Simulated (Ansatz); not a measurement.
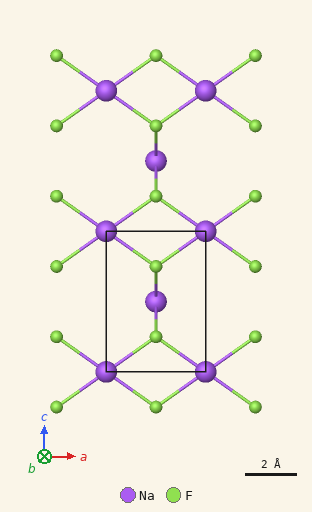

Starting structure of a crystal of NaF (a generated structure, set up in P4_2/mmc). A ball-and-stick model of the cell of the calculation, repeated 1 × 1 × 2 with one cell outlined, seen along the b axis.

Method: DFT PBE, scalar-relativistic, plane waves, PAW (Ansatz).

Input file:
```yaml
crystal:
  lattice:
    - [3.91428461, 0.0, 0.0]
    - [0.0, 3.91428461, 0.0]
    - [0.0, 0.0, 5.53563438]
  atoms:
    - { symbol: Na, position: [0.0, 0.5, 0.0] }
    - { symbol: Na, position: [0.5, 0.0, 0.5] }
    - { symbol: F, position: [0.5, 0.5, 0.25] }
    - { symbol: F, position: [0.5, 0.5, 0.75] }
basis:
  ecutwfc: 420
kpoints:
  mp_grid: { grid: [6, 6, 4] }
hamiltonian:
  xc: pbe
scf:
  occupations: { method: gaussian, width: 0.02 }
output:
  forces: true
  stress: true
  eigenvalues: true
  write_density: true
  write_potential: true
  elf: true
  volumetric_format: npy
relax:
  adjacent_minimum: "off"
  f_tol: 0.01
  max_steps: 80
  cell: { stress_tol: 0.05 }
```

Command:
```bash
ansatz run input.yaml --threads 1 --pin off --max-ram 2048MiB --backend cpu --events-out ev --progress --plain --runs-dir out
```

### What does the optimiser find from here?

The energy falls by 144 meV per atom in 7 accepted moves (9 points after the start). All forces vanish by symmetry, so only the cell relaxes. The pressure goes from −3.27 to −0.02 GPa. The SCF was repeated twice at an unchanged geometry on a basis and grid sized afresh for the cell, which shifted the energy by 0.6 meV per atom at most. No atom moves by more than 0.005 Å relative to the cell. The drawn cell changes as follows: a = b 3.914 → 3.332 Å (−14.9 %), c 5.536 → 6.039 Å (+9.1 %); the volume changes by −21.0 %. Among the contacts that change: Na1–F3 2.397 → 2.248 Å. Among the angles between lasting bonds that change: F3–Na1–F4 70.5° → 84.4°, F3–Na1–F3 109.5° → 95.6°, Na1–F3–Na1 109.5° → 95.6°. The space group stays P4_2/mmc (No. 131). The run took 30 s on 1 thread of Arm Neoverse V1, with other jobs on the host, peak memory 0.34 GiB.

Step by step:

```csv
step,"E − E(0), meV/atom","pressure, GPa","volume, Å³/atom",note
0,0.00,-3.27,21.204,
1,-76.43,-2.84,19.989,
2,-124.35,-1.15,18.117,
3,-143.67,0.22,16.718,
4,-143.43,-0.06,16.863,
5,-143.49,0.00,16.835,
6,-144.08,-0.02,16.835,"same geometry, new basis"
7,-144.67,0.06,16.733,
8,-144.62,0.00,16.757,
9,-144.49,-0.02,16.757,"same geometry, new basis"
```

The structure at the end:

```
CELL_PARAMETERS angstrom
3.33155 0.00000 0.00000
0.00000 3.33155 0.00000
0.00000 0.00000 6.03888
ATOMIC_POSITIONS crystal
Na 0.00000 0.50000 0.00000
Na 0.50000 0.00000 0.50000
F 0.50000 0.50000 0.25000
F 0.50000 0.50000 0.75000
```

The end point in the same view:

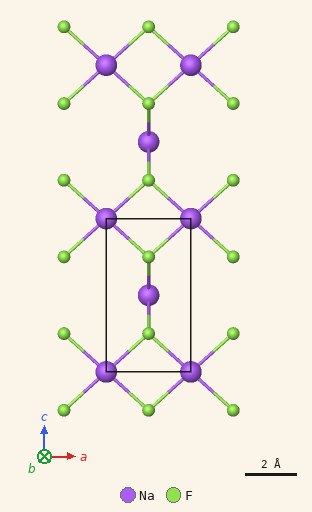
